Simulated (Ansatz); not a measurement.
# SnO2: what the fields show

The calculation's input:

```
crystal:
  lattice:
    - [3.9457385331, 0.0, 0.0]
    - [0.0, 3.9457385331, 0.0]
    - [0.0, 0.0, 7.8241773255]
  atoms:
    - { symbol: Sn, position: [0.0, 0.0, 0.0] }
    - { symbol: Sn, position: [0.0, 0.0, 0.5] }
    - { symbol: O, position: [0.5, 0.0, 0.0] }
    - { symbol: O, position: [0.0, 0.5, 0.5] }
    - { symbol: O, position: [0.0, 0.0, 0.25] }
    - { symbol: O, position: [0.0, 0.0, 0.75] }
basis:
  ecutwfc: 420
kpoints:
  mp_grid: { grid: [10, 10, 6] }
hamiltonian:
  xc: pbe
scf:
  occupations: { method: gaussian, width: 0.1 }
output:
  forces: true
  stress: true
  eigenvalues: true
  write_density: true
  write_potential: true
  elf: true
  volumetric_format: npy
relax:
  adjacent_minimum: "off"
  f_tol: 0.01
  max_steps: 80
  cell: { stress_tol: 0.05 }
```

Run with:

```sh
ansatz run input.yaml --threads 1 --pin off --max-ram 2048MiB --backend cpu --events-out ev --progress --plain --runs-dir out
```

Below, planes, directions and counts refer to the conventional cell (a = 3.95 Å, b = 3.95 Å, c = 7.83 Å, α = 90.00°, β = 90.00°, γ = 90.00°).

The fields are those of the relaxed geometry.

Space group P4₂/mmc; a structure generated by program, which may or may not match a known phase.

Level of theory: DFT PBE, scalar-relativistic, plane waves, PAW (Ansatz).

In a PAW calculation such maps are meaningful between the atoms, not at the nuclei.

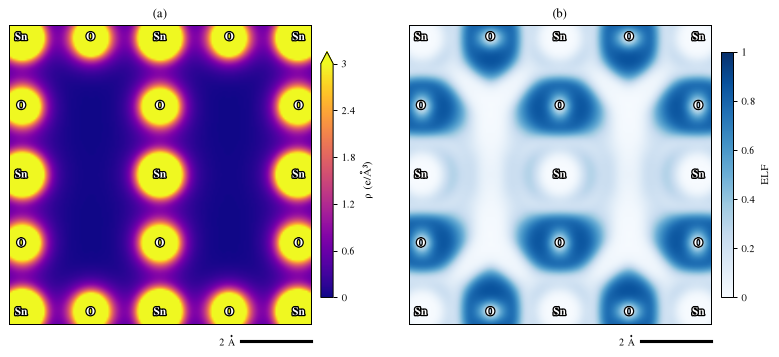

Figure 1. (a) valence charge density (pseudo); (b) ELF on the (100) plane of the conventional cell.

Q: Interpret the plot.

A:
- The plane passes through Sn and O nuclei.
- Sn–O (1.96 Å): the density is about 0.81 e/Å³ at the midpoint; the ELF peaks at about 0.75 in the valence shell of O, 0.6 Å from its nucleus, and is about 0.25 at the midpoint; no localised pair shows between them.
- Between the atoms the lowest density in this plane is 0.01 e/Å³.
- The ELF also peaks beside O, away from the bonds: lone-pair regions.

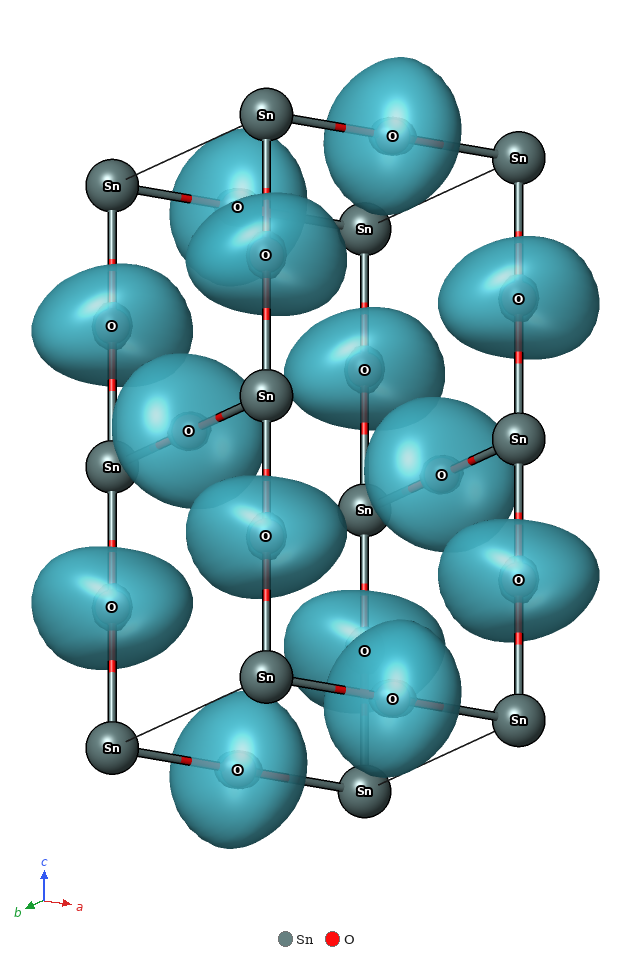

Figure 2. Isosurface of the electron localisation function at 0.6 (cyan), seen at an oblique angle. Only the valence region is drawn (cores and ρ < 0.01 e/Å³ removed). Sticks mark near contacts.

Q: What do the ELF domains correspond to?

A: At this value the surface marks out four regions wrapped around O (the valence shell of each), counted in one cell of 6 atoms. Any copies at cell faces, edges or corners count once.

Q: Does the calculation make it a metal, or give it a gap?

A: It is metallic or semimetallic at this level of theory: no gap opens.
